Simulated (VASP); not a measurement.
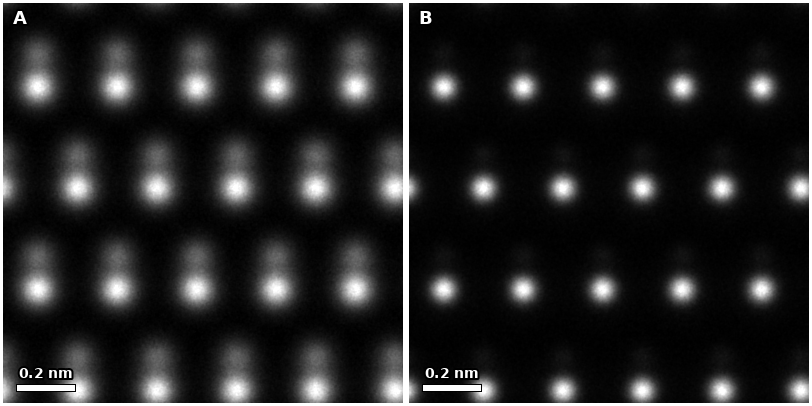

Two simulated images of the same area of PbS (P-6m2, No. 187) along [101], with a probe of 0.66 Å. One is incoherent Z contrast (Z^1.8 per atom), the other the projected potential of neutral atoms blurred by the probe (iDPC-like, thin sample). Brightness is counted from the darkest point of the image. Shot noise was added. Model: a cell listed in the Materials Project, as set up for an electronic-structure calculation.

**Which panel is which, and how can one tell?**

B is the Z-contrast image and A the potential image. The columns of 1 S per repeat reach about 6 % of the brightest peak (1 Pb) in B but about 38 % in A, mainly since the potential grows much more slowly with atomic number. The S columns show clearly in A alone.
